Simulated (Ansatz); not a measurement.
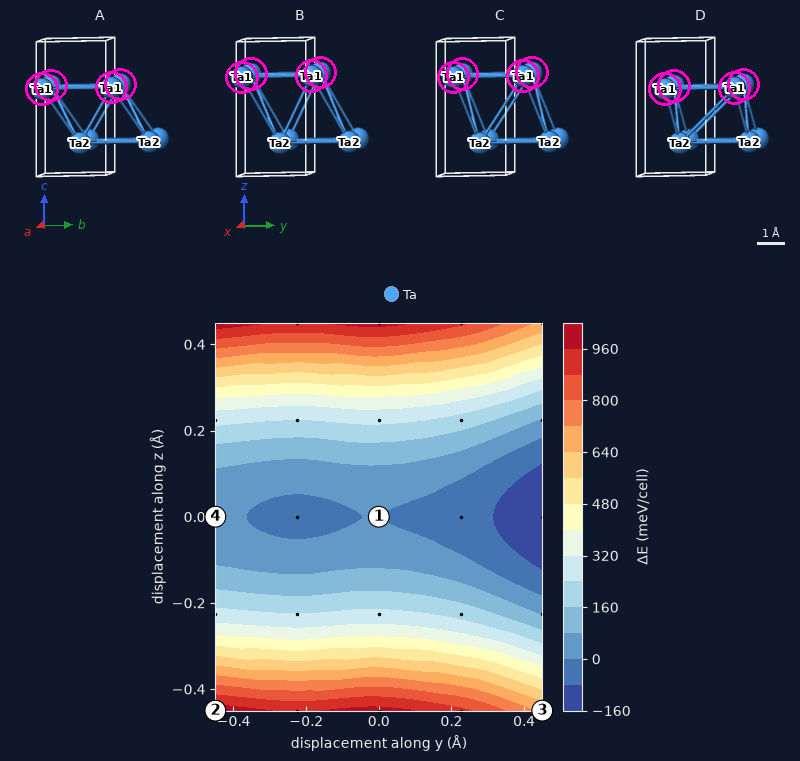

A scan of a crystal of Ta (P6_3/mmc): Ta1 (one in each cell of 2 atoms) is moved over the plane of the Cartesian directions y and z, all else fixed. The map is interpolated between the computed points (dots). The frames are shuffled; each belongs to one numbered point. A ball-and-stick model of the cell of the calculation, repeated 2 × 2 × 1 with one cell outlined, seen nearly along the normal of the scanned plane. The ringed atoms are those of the scanned coordinates.

Theory: DFT PBEsol, scalar-relativistic, plane waves, PAW in Ansatz 0.2.0. Settings: plane-wave cutoff 420 eV; k-point mesh 18 × 18 × 10; occupations gaussian; smearing width 0.15 eV; no spin polarisation. Energies (free energies at the smearing named) are counted from the cell as listed in its source, which wasn't relaxed.

Which frame belongs to which numbered point?

Answer. Point 1 is frame C, at (0.000, 0.000) and 0 meV/cell; 2 is frame A, at (−0.450, −0.450) and 1006 meV/cell; 3 is frame D, at (0.450, −0.450) and 699 meV/cell; 4 is frame B, at (−0.450, 0.000) and 12 meV/cell. In pairs of (displacement along y (Å); displacement along z (Å)): the lowest computed point lies at (0.450, 0.000) (−147 meV/cell), the highest at (−0.450, −0.450), (−0.450, 0.450) (1006 meV/cell). It lies on the edge of the grid, so the true minimum may be outside the range scanned.
